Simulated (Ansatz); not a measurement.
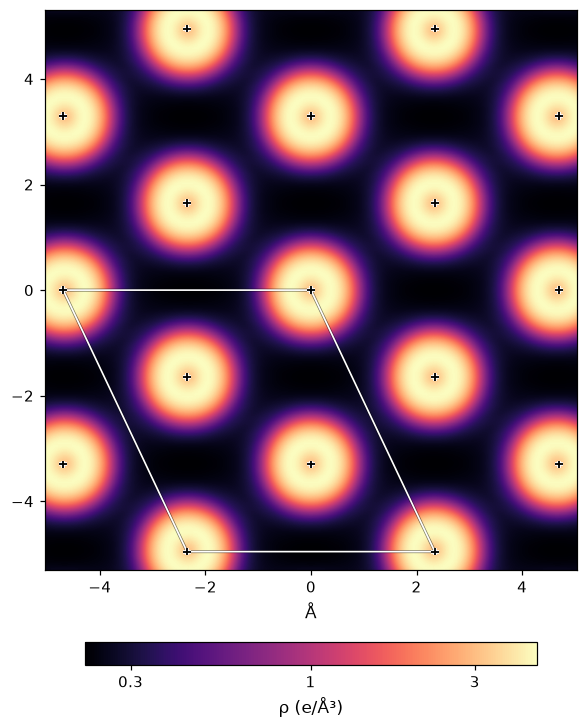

The valence pseudo-density on a plane through atoms (crosses mark nuclei in the plane).

These are results of DFT, PBEsol, PAW with Ansatz's default frozen-core files, scalar-relativistic in Ansatz 0.2.0, not measurements.

Candidates:
A. Ta, a = 4.69 Å, b = 4.69 Å, c = 2.83 Å, α = 90.00°, β = 90.00°, γ = 120.00°. Space group R-3m; changed on purpose from its base cell (equal xy, yz and zx shear strains of -1 %, PAW files); computed pressure about −4 GPa in this cell; computed without spin polarisation.
B. Pd, a = 3.84 Å, b = 3.84 Å, c = 3.84 Å, α = 90.00°, β = 90.00°, γ = 90.00°. Space group Fm-3m; computed pressure about 7 GPa in this cell.
C. ZnS, a = 3.80 Å, b = 3.80 Å, c = 6.21 Å, α = 90.00°, β = 90.00°, γ = 120.00°. Space group P6₃mc; not relaxed (largest force 0.3 eV/Å).

Which system is this?

Candidate A: Ta on the (101) plane of the conventional cell, which holds Ta.
